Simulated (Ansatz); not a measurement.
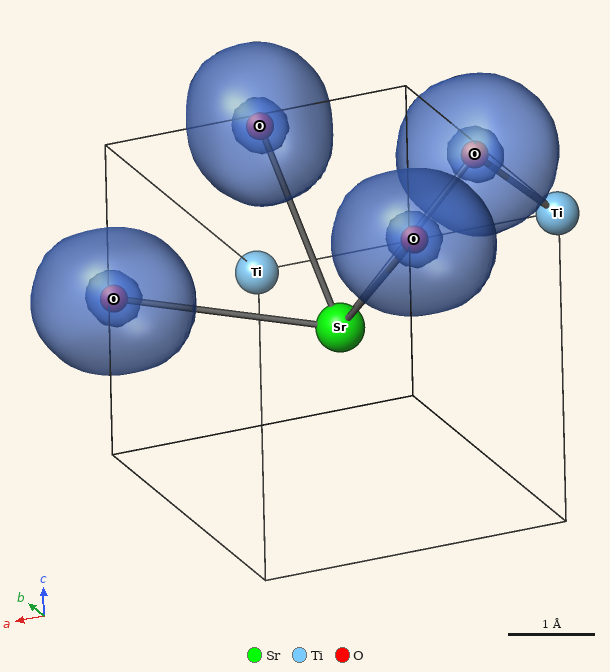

SrTiO3. Isosurface of the electron localisation function at 0.65 (blue), seen at an oblique angle. Core shells are left out. Sticks mark near contacts.

Space group P1; a generated structure, not necessarily the stable one; not relaxed (largest force 1.5 eV/Å); computed pressure about −4 GPa in this cell; the program warned that no starting moments were given; spin-polarised, but the moments vanished.

Theory: DFT, PAW plane waves, r2SCAN in Ansatz.

In a PAW calculation such maps are meaningful between the atoms, not at the nuclei.

```xyz
5
Lattice="0.0404 -0.0458 -3.9002 3.9609 -0.0144 -0.0404 0.0144 -3.9906 -0.0458" Properties=species:S:1:pos:R:3 pbc="T T T"
Sr    1.9988   -2.0900   -1.9365
Ti    0.1050   -3.9926   -3.9397
O     2.0222   -3.9298   -0.1513
O     3.9118   -2.1062   -3.9435
O     3.9335   -3.9078   -2.0088
```

### What do the ELF domains correspond to?

At this value the surface marks out three regions wrapped around O (the valence shell of each), counted in one cell of 5 atoms. Any copies at cell faces, edges or corners count once.

Values along the shortest contacts:
Ti–O (1.91 Å): the ELF peaks at about 0.80 in the valence shell of O, 0.6 Å from its nucleus, and is about 0.25 at the midpoint: no shared electron pair shows on this line. Sr–O (2.56 Å): the ELF is about 0.05 at the midpoint (a largely ionic contact).
